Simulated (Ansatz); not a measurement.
The Ansatz input:

```
crystal:
  lattice:
    - [4.3929270632, 0.0, 0.0]
    - [-2.1964635316, 3.6002521375, 0.0]
    - [0.0, 0.0, 6.8733251562]
  atoms:
    - { symbol: Mg, position: [0.0, 0.0, 0.0] }
    - { symbol: I, position: [0.3327795647, 0.6655591294, 0.2378096679] }
    - { symbol: I, position: [0.6672204353, 0.3344408706, 0.7621903321] }
kpoints:
  mp_grid: { grid: [12, 12, 4] }
  band_path:
    path:
      - [0.0, 0.0, 0.0]
      - [0.5, 0.0, 0.0]
      - [0.3333333333, 0.3333333333, 0.0]
      - [0.0, 0.0, 0.5]
      - [0.5, 0.0, 0.5]
      - [0.3333333333, 0.3333333333, 0.5]
      - [0.0, 0.46875, 0.260417]
    npoints: 1
hamiltonian:
  xc: r2scan
scf:
  occupations: { method: fixed }
  n_extra_bands: 4
output:
  forces: true
  stress: true
  eigenvalues: true
  write_density: true
  write_potential: true
  elf: true
  volumetric_format: npy
```

Run as:
```bash
ansatz run input.yaml --threads 4 --pin off --max-ram 3686MiB --backend cpu --events-out ev --progress --plain --runs-dir out
```

What will the density of states look like?

There is a gap; over the k points computed it is 3.79 eV (indirect; the smallest direct gap is 4.10 eV). The upper group of valence states starts about 3.7 eV under the valence-band top, with a gap beneath it; it holds about 12 electrons a cell. Within the window shown, the tallest peak of the filled states lies 0.7 eV under the valence-band top, at about 6.6 states per eV and cell.

Spin-orbit coupling is left out, which matters for I.

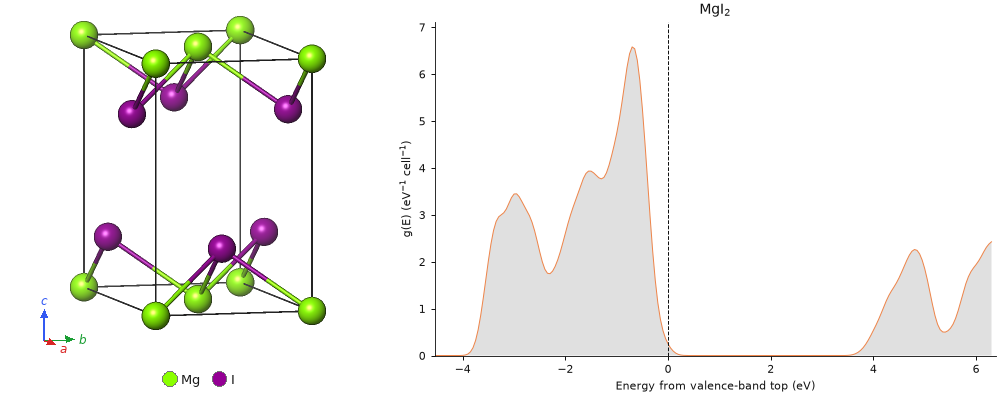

Density of states, beside the structure. Energies are counted from the top of the valence band. The curve is built from the levels of the k mesh with Gaussians 0.3 eV wide, which also blur the band edges.
